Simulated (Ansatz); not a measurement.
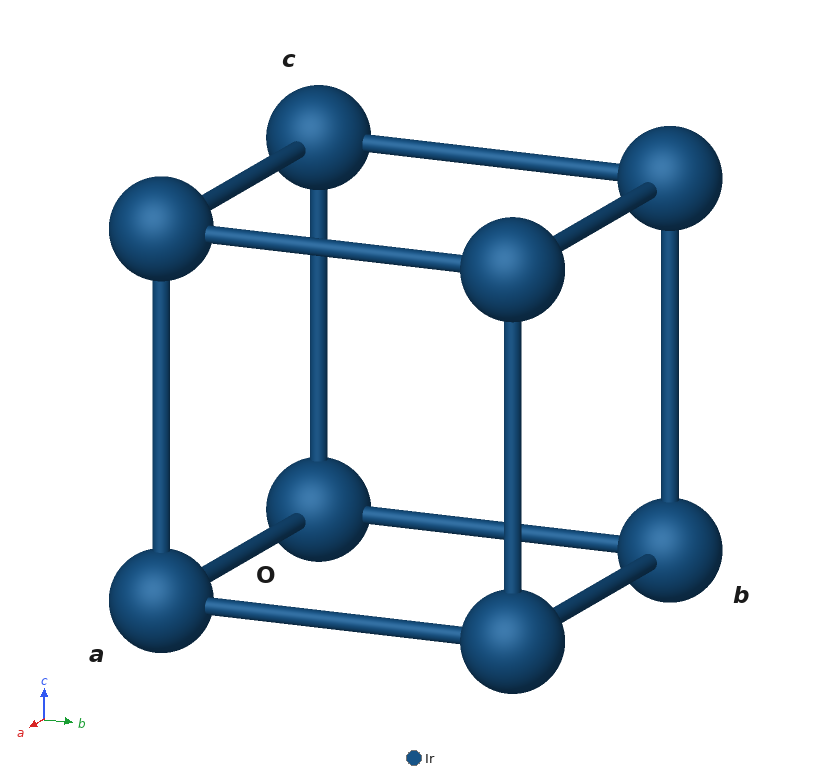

Crystal: Ir, the input geometry of an electronic-structure calculation (not necessarily at equilibrium); the starting structure was generated, so it need not be a known form of this composition. One unit cell is drawn above. Symmetry computed with spglib at a tolerance of 0.002 Å; standard conventional cell.

```
Ir
1.0
     2.54259    0.00000    0.00000
     0.00000    2.54259    0.00000
     0.00000    0.00000    2.54259
Ir
1
Direct
  0.00000 0.00000 0.00000
```

**What is its point group?**

m-3m (Oh), order 48, cubic system: three fourfold axes, four threefold axes, six twofold axes, nine mirror planes, an inversion centre.

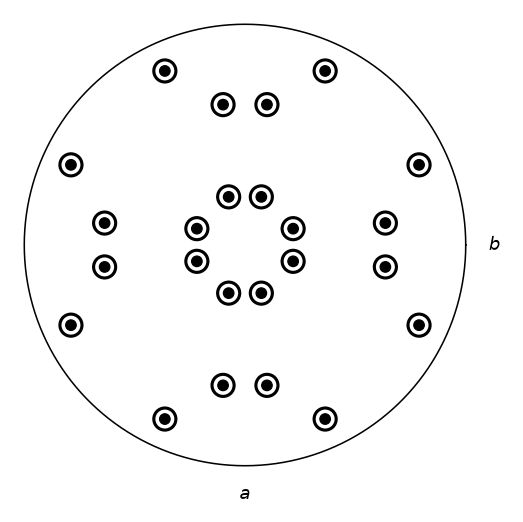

Stereographic projection: filled dots lie in the upper hemisphere, open rings in the lower. The poles are one general form. The c axis points at the viewer.

**What does this class allow?**

Class m-3m is centrosymmetric, so neither piezoelectric nor pyroelectric; it is not chiral. Its Laue class is m-3m.
